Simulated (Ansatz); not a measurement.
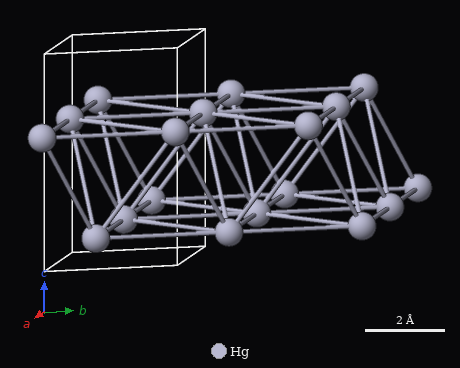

This is solid Hg (a generated structure, set up in P6_3/mmc). A ball-and-stick model of the cell of the calculation, repeated 3 × 3 × 1 with one cell outlined, seen slightly off an axis.

Theory: DFT, PBE, PAW with Ansatz's default frozen-core files, scalar-relativistic in Ansatz 0.2.0. Settings: plane-wave cutoff 420 eV; k-point mesh 13 × 13 × 7; occupations fermi dirac; smearing width 0.03 eV; no spin polarisation.

Now this is done to it. The cell is strained by +4.0 % along c and −1.9 % across it (volume 0.0 %), the atoms keeping their fractional coordinates. No relaxation follows.

Question: Predict the response.

Answer: Some distances before and after: Hg–Hg 3.590 → 3.520 Å, Hg–Hg 3.490 → 3.558 Å. The space group stays P6_3/mmc (No. 194). Energy change: +2.5 meV per atom. The pressure goes from 0.0 to 0.0 GPa. The principal stresses (compression positive) are −0.4 GPa along c and 0.2 GPa across it. All forces vanish by symmetry.

Drawn alike, the variant:

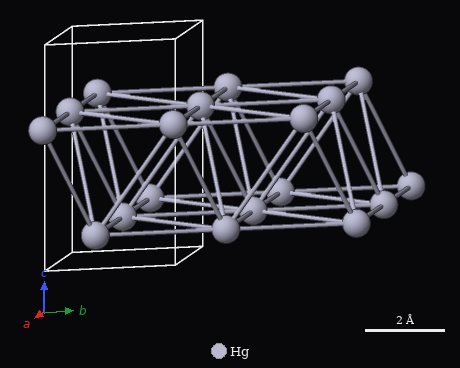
